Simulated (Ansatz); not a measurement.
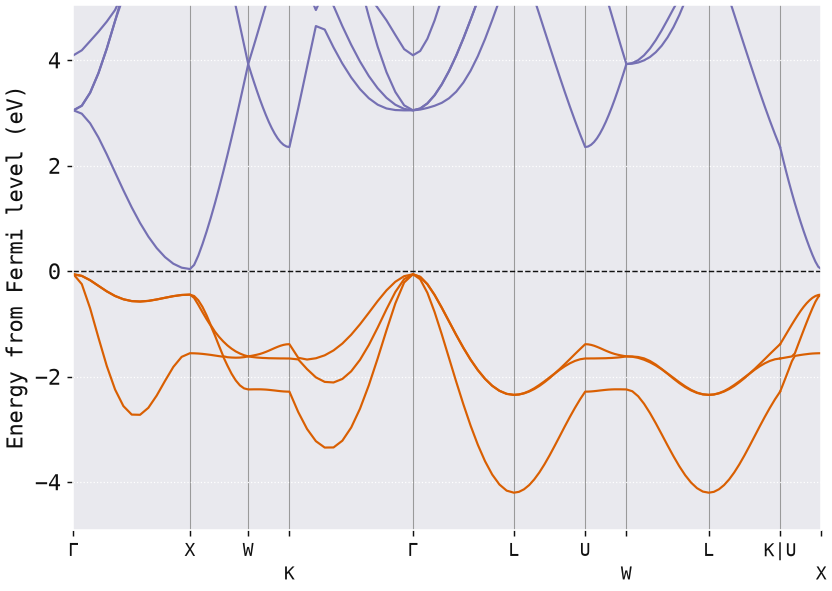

Band structure. Energies are counted from the Fermi level.

What lattice type does the k path imply?

Answer. A face-centred cubic lattice: the path Γ–X–W–K–Γ–L–U–W–L–K|U–X runs through the special points of its Brillouin zone.

Structure: rocksalt YN, space group Fm-3m, 2 atoms in the primitive cell; cubic a = 4.877 Å.

Level of theory: PBEsol, Ansatz PAW, no spin polarisation, no spin-orbit coupling, 9×9×9 k mesh, 420 eV cutoff, Fermi-Dirac smearing of 0.05 eV; code Ansatz 0.2.0.

Is there a gap? Give its size, its kind and where the band edges lie.

Answer. The material is gapped. The gap along this path is 0.10 eV and indirect, from the valence-band top at Γ to the conduction-band bottom at X; the smallest direct gap is 0.48 eV, at X. It is not wide against the smearing used.

How many bands meet at the valence-band top?

Answer. Three bands meet at the valence-band top at Γ: it is triply degenerate (spin aside).

What are the direct gaps at U, K and X?

Answer. The direct gaps are 3.74 eV at U, 3.74 eV at K and 0.48 eV at X.

The PAW data sets were made with another functional. LDA, GGA and most meta-GGA functionals understate gaps.
